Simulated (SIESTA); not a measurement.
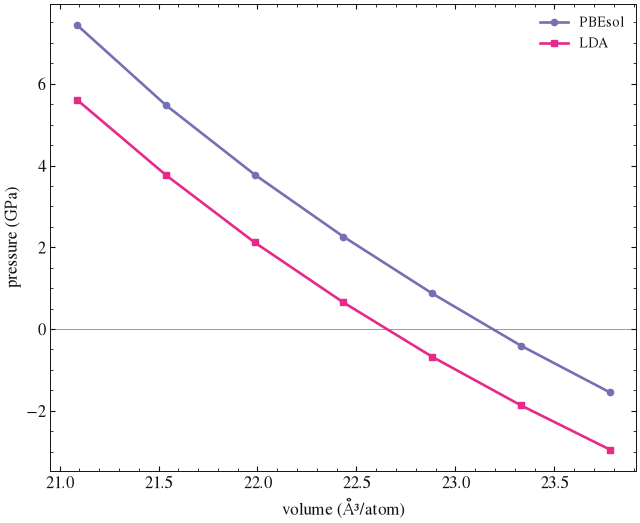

How it was computed, with SIESTA 5.4.2: DFT in numerical atomic orbitals with pseudopotentials, no spin polarisation; energies at scaled volumes of the given cell, shape and fractions fixed, counted from the fit's minimum, third-order Birch-Murnaghan fit. All runs: no spin polarisation.

- k mesh: 8×8×6
- occupations: Fermi–Dirac
- smearing width: 0.05 eV
- potentials: PseudoDojo 0.4 standard, converted to PSML, two zetas on semicore shells

Pressure against volume, with one curve for each functional, for As (space group Cmce).

The fitted equilibrium volumes, smallest first, are LDA 22.646, PBEsol 23.179 Å³/atom. The fitted bulk moduli, smallest first, are PBEsol 64, LDA 67 GPa. For PBEsol, the pressure falls from 7.44 GPa at volume 21.09 Å³/atom to −1.55 GPa at 23.78 Å³/atom, and changes sign near 23.19 Å³/atom. For LDA, the pressure falls from 5.61 GPa at volume 21.09 Å³/atom to −2.95 GPa at 23.78 Å³/atom, and changes sign near 22.65 Å³/atom.

Note: mulliken charges of long orbitals; shape and atomic fractions are frozen while scaling, which makes layered, chain and framework solids too stiff.
